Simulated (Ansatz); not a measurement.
KMgF₃

```
K Mg F
1.0
     4.72581   -4.72581    0.00000
     0.00000    4.72581   -4.72581
     2.83548    2.83548    2.83548
K Mg F
3 3 9
Direct
  0.33333 0.66667 0.16667
  0.00000 0.00000 0.50000
  0.66667 0.33333 0.83333
  0.00000 0.00000 0.00000
  0.66667 0.33333 0.33333
  0.33333 0.66667 0.66667
  0.33333 0.16667 0.16667
  0.00000 0.50000 0.50000
  0.66667 0.83333 0.83333
  0.83333 0.16667 0.16667
  0.50000 0.50000 0.50000
  0.16667 0.83333 0.83333
  0.83333 0.66667 0.16667
  0.50000 0.00000 0.50000
  0.16667 0.33333 0.83333
```

Space group R-3m; computed pressure about 4 GPa in this cell.

All numbers below come from DFT PBEsol, scalar-relativistic, plane waves, PAW (Ansatz 0.2.0).

Core electrons are frozen (PAW), and the valence fields are smoothed inside the atomic spheres.

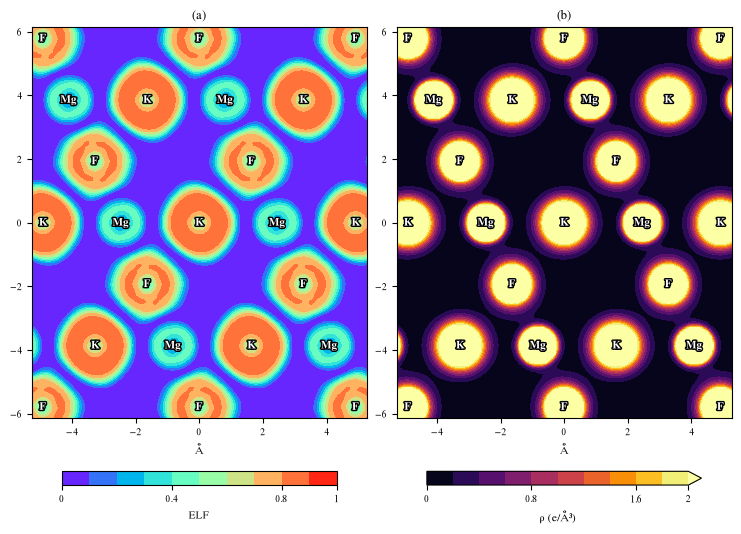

Figure 1. (a) electron localisation function; (b) valence electron density on the (110) plane of the conventional cell.

Question: Read the bonding off the picture.

Answer: The section cuts through K, Mg and F sites. Mg–F (2.10 Å): ρ is about 0.28 e/Å³ halfway; the ELF peaks at about 0.80 in the valence shell of F, 0.7 Å from its nucleus, and is about 0.25 at the midpoint; a closed-shell, largely ionic contact. K–F (2.53 Å): ρ is about 0.18 e/Å³ halfway; the ELF is about 0.05 at the midpoint; a closed-shell, largely ionic contact. Between the atoms the lowest density in this plane is 0.01 e/Å³. The features right at K lie inside the PAW spheres, where the map follows smoothed inner orbitals and isn't to be read closely.

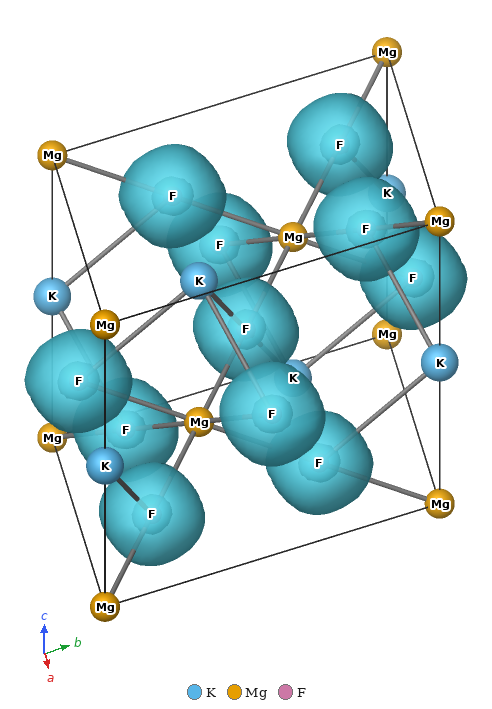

Figure 2. Isosurface of the electron localisation function at 0.7 (cyan), seen at an oblique angle. Only the valence region is drawn (cores and ρ < 0.01 e/Å³ removed). Sticks mark near contacts.

Question: Identify the bonds, lone pairs and shells in this picture.

Answer: The ELF exceeds this value in nine regions wrapped around F (the valence shell of each), counted in one cell of 15 atoms. Regions shared between cells count once.

Question: Metal or insulator at this level of theory?

Answer: It is gapped, with a Kohn–Sham gap of 5.3 eV on the k-point mesh, an upper bound to the gap of this method.
